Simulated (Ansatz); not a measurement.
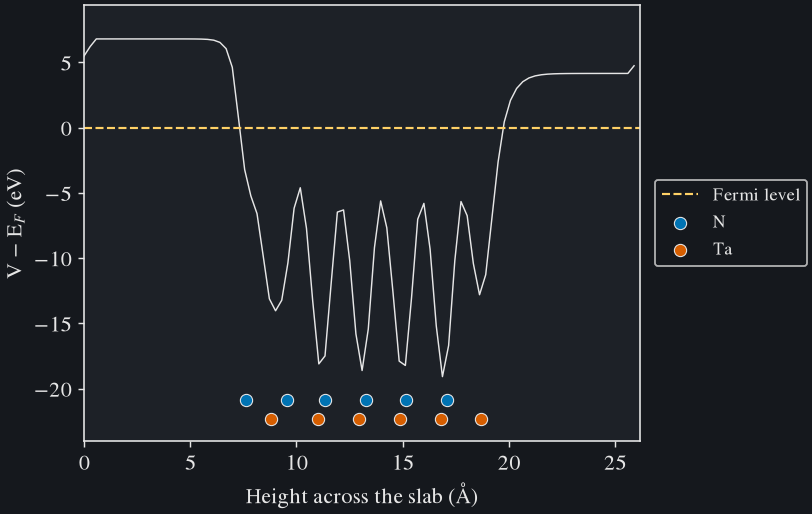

Plane-averaged electrostatic potential energy of an electron across the slab; circles at the bottom mark the heights of the atoms (positions after relaxation).

Input of the run:

```
crystal:
  lattice:
    - [2.9501846798, 0.0, 0.0]
    - [-1.4750923399, 3.8632593089, 0.0]
    - [0.0, 0.0, 26.1791020652]
  atoms:
    - { symbol: "N", position: [0.7186864905, 0.437372981, 0.2864880538] }
    - { symbol: Ta, position: [0.1509252326, 0.3018504651, 0.347491467] }
    - { symbol: "N", position: [0.437372981, 0.874745962, 0.3596921496] }
    - { symbol: Ta, position: [0.8696117231, 0.7392234461, 0.4206955628] }
    - { symbol: "N", position: [0.1560594715, 0.312118943, 0.4328962455] }
    - { symbol: Ta, position: [0.5882982136, 0.1765964271, 0.4938996587] }
    - { symbol: "N", position: [0.874745962, 0.7494919239, 0.5061003413] }
    - { symbol: Ta, position: [0.306984704, 0.6139694081, 0.5671037545] }
    - { symbol: "N", position: [0.5934324525, 0.1868649049, 0.5793044372] }
    - { symbol: Ta, position: [0.0256711945, 0.0513423891, 0.6403078504] }
    - { symbol: "N", position: [0.312118943, 0.6242378859, 0.652508533] }
    - { symbol: Ta, position: [0.744357685, 0.4887153701, 0.7135119462] }
basis:
  ecutwfc: 420
kpoints:
  mp_grid: { grid: [12, 9, 1] }
hamiltonian:
  xc: pbe
scf:
  occupations: { method: gaussian, width: 0.1 }
output:
  forces: true
  eigenvalues: true
  write_density: true
  write_potential: true
  elf: true
  volumetric_format: npy
relax:
  adjacent_minimum: "off"
  f_tol: 0.02
  max_steps: 60
efield:
  axis: 3
  dipole_correction: true
  ramp_width: 0.04
```

Launched with:
```bash
ansatz run input.yaml --threads 1 --pin off --max-ram 2560MiB --backend cpu --events-out ev --progress --plain --runs-dir out
```

> What is the work function?

The work function is 4.15 eV at the right face and 6.79 eV at the left.

> How thick are slab and vacuum?

The outermost atoms are 11.0 Å apart, which leaves 15.2 Å of vacuum in a cell 26.2 Å high.

> Do the two faces differ, and what does that say about the slab's dipole?

The vacuum level is 2.65 eV higher at the left than at the right, so the slab carries a dipole along its normal; the ramp in the vacuum, at or near the edge of the plot, is the dipole correction that keeps each side flat.

Spin-orbit coupling is left out, which matters for Ta.
